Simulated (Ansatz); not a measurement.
**Run report: Ti3O, geometry relaxation (part 2 of 2)**

The same run, continued: Ti3O (P6₃/mcm, 8 atoms in the cell); DFT r2SCAN, scalar-relativistic, plane waves, PAW, no spin polarisation (Ansatz 0.2.0); cutoff 500 eV, 12×12×8 k-mesh, Gaussian smearing of 0.1 eV. The structure derives from a Materials Project entry. It belongs to a series of runs on one base structure; here: volume × 0.88, shape and atoms relaxed.

Geometry of the input (Å; fractional positions):
```
4.8945  0.0000  0.0000
-2.4473  4.2388  0.0000
0.0000  0.0000  4.6898
Ti -0.0000  0.6670  0.7500
Ti 0.0000  0.3330  0.2500
Ti 0.6670  0.0000  0.7500
Ti 0.6670  0.6670  0.2500
Ti 0.3330  0.3330  0.7500
Ti 0.3330  0.0000  0.2500
O  0.0000  0.0000  0.5000
O  0.0000  0.0000  0.0000
```

Output, continued:
```
--- Forces (eV/Å), atoms counted from 1 ---
  atom   1  Ti    -0.00002648     0.00004586     0.00000000
  atom   2  Ti     0.00002648    -0.00004586     0.00000000
  atom   3  Ti     0.00005296     0.00000000     0.00000000
  atom   4  Ti     0.00002648     0.00004586     0.00000000
  atom   5  Ti    -0.00002648    -0.00004586     0.00000000
  atom   6  Ti    -0.00005296    -0.00000000     0.00000000
  atom   7  O      0.00000000     0.00000000     0.00000000
  atom   8  O      0.00000000     0.00000000    -0.00000000
  max |Σ_I F_I| component: 1.39e-17 eV/Å
--- Stress (GPa, compression-positive) ---
       24.923688      -0.000000       0.000000
        0.000000      24.923688       0.000000
        0.000000       0.000000      24.925514
  P = ⅓ Tr σ = 24.9243 GPa (249.243 kbar)
--- Band table (eV; the first three rows and the last of 95) ---
  k-point 0: bands = ["-42.8835", "-42.7157", "-42.6566", "-42.6566", "-42.6539", "-42.6539", "-18.7039", "-18.6300", "-18.1520", "-18.1520", "-18.1245", "-18.1222", "-18.1083", "-18.1083", "-18.0331", "-18.0331", "-17.9985", "-17.9985", "-17.8785", "-17.7138", "-17.6280", "-17.6280", "-17.5382", "-17.5382", "-6.5399", "-5.7735", "6.5118", "8.3580", "8.3580", "8.5520", "8.5520", "10.9363", "11.1641", "14.2938", "14.3549", "14.5842", "14.5842", "15.0584", "15.5582", "15.5806", "15.5806", "16.3349", "16.3349", "16.6613", "17.4899", "17.4899", "17.9397", "18.1884", "18.1884", "18.3313", "18.3313"]
  k-point 1: bands = ["-42.8772", "-42.7222", "-42.6565", "-42.6565", "-42.6540", "-42.6540", "-18.6717", "-18.6136", "-18.1966", "-18.1966", "-18.1742", "-18.1742", "-18.1390", "-18.1153", "-17.9668", "-17.9668", "-17.9528", "-17.9528", "-17.8880", "-17.7518", "-17.6241", "-17.6241", "-17.5413", "-17.5413", "-6.5096", "-5.8020", "6.6451", "8.3522", "8.3522", "8.5299", "8.5299", "10.7524", "11.2173", "14.1904", "14.4129", "14.6602", "14.6602", "15.0656", "15.5940", "15.6363", "15.6363", "16.2713", "16.2713", "16.6549", "17.3890", "17.3890", "17.9266", "18.1940", "18.1940", "18.4794", "18.4794"]
  k-point 2: bands = ["-42.8592", "-42.7406", "-42.6562", "-42.6562", "-42.6542", "-42.6542", "-18.5821", "-18.5672", "-18.2643", "-18.2643", "-18.2528", "-18.2528", "-18.1835", "-18.0891", "-17.9151", "-17.8879", "-17.8879", "-17.8827", "-17.8827", "-17.8581", "-17.6132", "-17.6132", "-17.5500", "-17.5500", "-6.4238", "-5.8832", "7.0343", "8.3411", "8.3411", "8.4745", "8.4745", "10.1332", "11.5289", "13.8597", "14.5696", "14.8705", "14.8705", "15.0746", "15.7179", "15.7973", "15.7973", "16.0933", "16.0933", "16.5947", "17.1191", "17.1191", "17.9100", "18.3503", "18.3503", "18.5985", "18.5985"]
  k-point 94: bands = ["-42.7082", "-42.7082", "-42.7017", "-42.7017", "-42.7017", "-42.7017", "-18.6113", "-18.6113", "-18.2875", "-18.2875", "-18.2875", "-18.2875", "-17.9484", "-17.9484", "-17.8969", "-17.8969", "-17.8969", "-17.8969", "-17.7432", "-17.7432", "-17.7432", "-17.7432", "-17.6330", "-17.6330", "-6.1511", "-6.1511", "8.3124", "8.3124", "8.3124", "8.3124", "8.5798", "8.5798", "13.9165", "13.9165", "13.9165", "13.9165", "15.2288", "15.2288", "15.2288", "15.2288", "15.3248", "15.3248", "17.0706", "17.0706", "17.4050", "17.4050", "17.4050", "17.4050", "18.3474", "18.3474", "19.2490"]
--- Relaxed structure (3 steps of the walk, 3 accepted, 1 SCFs on fresh bases) ---
  F+E_penalty+E_count = -16168.67894799 eV   max|allowed force component| = 5.296e-5 eV/Å   (the final SCF, on the basis selected at the relaxed cell)
  cell:  # Å, volume = 97.3004 Å³
    - [4.8876323059745825, 2.8826854105719242e-11, 0.0]
    - [-2.4438161530122557, 4.232813741317092, 0.0]
    - [0.0, 0.0, 4.7031317463079665]
  atoms:
    - { symbol: Ti, position: [-1.1102230246251565e-16, 0.6653327674459469, 0.7499999999999999] }
    - { symbol: Ti, position: [-2.7755575615628914e-17, 0.33466723255405273, 0.24999999999999994] }
    - { symbol: Ti, position: [0.6653327674459472, 1.5931024907623656e-19, 0.7499999999999999] }
    - { symbol: Ti, position: [0.6653327674459472, 0.6653327674459472, 0.24999999999999994] }
    - { symbol: Ti, position: [0.33466723255405284, 0.3346672325540528, 0.7499999999999999] }
    - { symbol: Ti, position: [0.33466723255405284, 8.250196839820896e-20, 0.24999999999999994] }
    - { symbol: O, position: [6.322195642706414e-20, 1.2090610953430652e-19, 0.4999999999999999] }
    - { symbol: O, position: [6.322195642706414e-20, 1.2090610953430652e-19, -3.422161891928228e-36] }
```

Trajectory as extended XYZ (Å, eV, eV/Å), 4 frames, from step=1 to step=4:
```
8
Lattice="4.8945 0.0000 0.0000 -2.4473 4.2388 0.0000 0.0000 0.0000 4.6898" Properties=species:S:1:pos:R:3:forces:R:3 step=1 energy=-16168.67167 pressure_GPa=25.66
Ti   -1.6323    2.8272    3.5174    0.1443  -0.2499   0.0000
Ti   -0.8150    1.4116    1.1725   -0.1443   0.2499   0.0000
Ti    3.2646    0.0000    3.5174   -0.2886   0.0000   0.0000
Ti    1.6323    2.8272    1.1725   -0.1443  -0.2499   0.0000
Ti    0.8150    1.4116    3.5174    0.1443   0.2499   0.0000
Ti    1.6300    0.0000    1.1725    0.2886   0.0000   0.0000
O     0.0000    0.0000    2.3449    0.0000   0.0000   0.0000
O     0.0000    0.0000    0.0000    0.0000   0.0000   0.0000
8
Lattice="4.8895 0.0000 0.0000 -2.4447 4.2344 0.0000 0.0000 0.0000 4.6996" Properties=species:S:1:pos:R:3:forces:R:3 step=2 energy=-16168.67888 pressure_GPa=24.91
Ti   -1.6264    2.8171    3.5247   -0.0073   0.0126   0.0000
Ti   -0.8183    1.4174    1.1749    0.0073  -0.0126   0.0000
Ti    3.2529    0.0000    3.5247    0.0145   0.0000   0.0000
Ti    1.6264    2.8171    1.1749    0.0073   0.0126   0.0000
Ti    0.8183    1.4174    3.5247   -0.0073  -0.0126   0.0000
Ti    1.6366    0.0000    1.1749   -0.0145   0.0000   0.0000
O     0.0000    0.0000    2.3498    0.0000   0.0000   0.0000
O     0.0000    0.0000    0.0000    0.0000   0.0000   0.0000
8
Lattice="4.8876 0.0000 0.0000 -2.4438 4.2328 0.0000 0.0000 0.0000 4.7031" Properties=species:S:1:pos:R:3:forces:R:3 step=3 energy=-16168.67895 pressure_GPa=24.92
Ti   -1.6260    2.8162    3.5273    0.0000   0.0001   0.0000
Ti   -0.8179    1.4166    1.1758    0.0000  -0.0001   0.0000
Ti    3.2519    0.0000    3.5273    0.0001   0.0000   0.0000
Ti    1.6260    2.8162    1.1758    0.0000   0.0001   0.0000
Ti    0.8179    1.4166    3.5273    0.0000  -0.0001   0.0000
Ti    1.6357    0.0000    1.1758   -0.0001   0.0000   0.0000
O     0.0000    0.0000    2.3516    0.0000   0.0000   0.0000
O     0.0000    0.0000    0.0000    0.0000   0.0000   0.0000
8
Lattice="4.8876 0.0000 0.0000 -2.4438 4.2328 0.0000 0.0000 0.0000 4.7031" Properties=species:S:1:pos:R:3:forces:R:3 step=4 energy=-16168.67895 pressure_GPa=24.92
Ti   -1.6260    2.8162    3.5273    0.0000   0.0000   0.0000
Ti   -0.8179    1.4166    1.1758    0.0000   0.0000   0.0000
Ti    3.2519    0.0000    3.5273    0.0001   0.0000   0.0000
Ti    1.6260    2.8162    1.1758    0.0000   0.0000   0.0000
Ti    0.8179    1.4166    3.5273    0.0000   0.0000   0.0000
Ti    1.6357    0.0000    1.1758   -0.0001   0.0000   0.0000
O     0.0000    0.0000    2.3516    0.0000   0.0000   0.0000
O     0.0000    0.0000    0.0000    0.0000   0.0000   0.0000
```

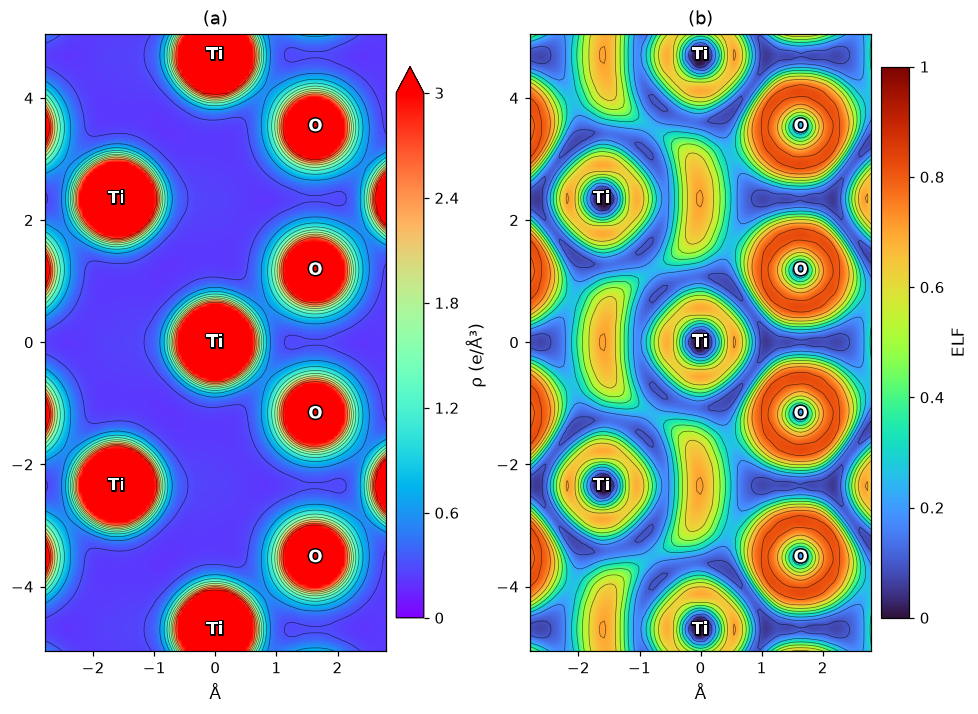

Fig. 1: (a) valence charge density (pseudo); (b) ELF on the (100) plane of the conventional cell. Ti–O (2.01 Å): the density is about 0.56 e/Å³ at the midpoint; the ELF is about 0.15 at the midpoint (a polar contact without a shared pair, in a metal). Ti–Ti (2.85 Å): ρ at the midpoint is about 0.2 e/Å³; the ELF is about 0.25 at the midpoint (no localised pair between them). Away from the nuclei the density in this plane falls to 0.2 e/Å³ at its lowest. The strong features right at Ti lie inside the PAW spheres (semicore, d or f shells) and say nothing about bonding. Core electrons are frozen (PAW), so the fields are smoothed inside the atomic spheres.

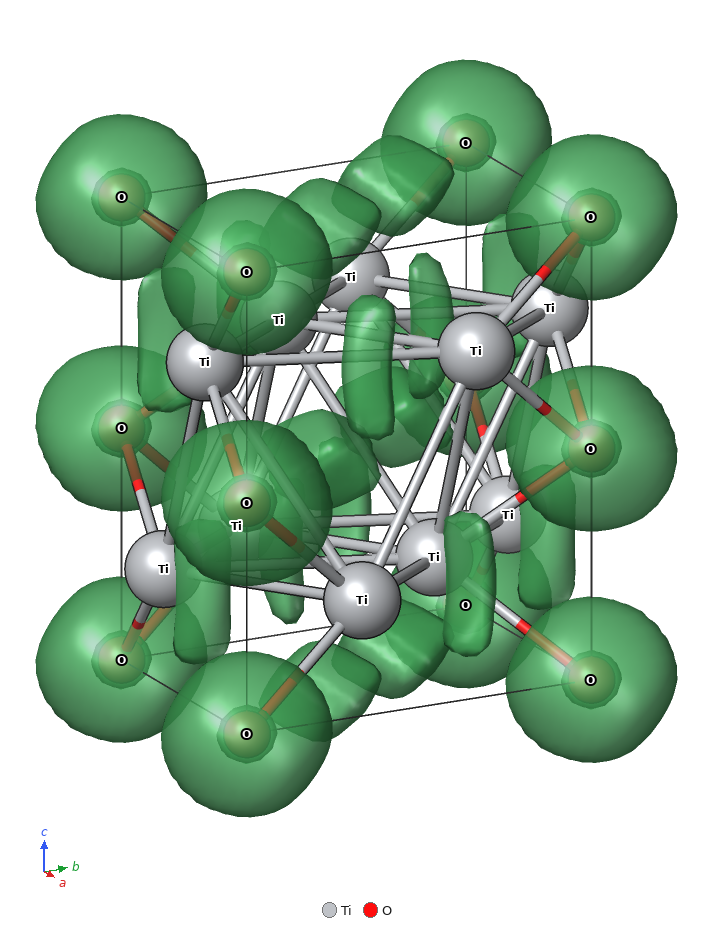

Fig. 2: Isosurface of the ELF at 0.6 (green), seen slightly off an axis. Core shells and regions of very low density are left out. Sticks mark near contacts. The outline is the cell set on symmetry axes. Profiles from the grid: Ti–O (2.01 Å): the ELF is about 0.15 at the midpoint (a polar contact without a shared pair, in a metal). Ti–Ti (2.82 Å): the ELF is about 0.30 at the midpoint (no localised pair between them).

Key numbers:

```csv
quantity,value
outcome,converged
space group (tolerance 0.01 Å),P6₃/mcm (193)
electrons treated,84
free energy,−16168.6789 eV
Fermi energy,16.556 eV
gap on the k-point mesh,none (metallic)
pressure,24.92 GPa
final volume,97.30 Å³
largest force (length of the vector) at the end,under 0.001 eV/Å
final cell,"a = 4.888 Å, b = 4.888 Å, c = 4.703 Å, α = 90.00°, β = 90.00°, γ = 120.00°"
hardware,"2 threads of Intel Xeon (Granite Rapids), 192 GiB of memory available, shared host"
wall time,55 s (CPU time 1.8 min)
peak memory,0.92 GiB
```

Notes:

The cell is under a pressure of 25 GPa at this level, so it is not at its equilibrium volume.
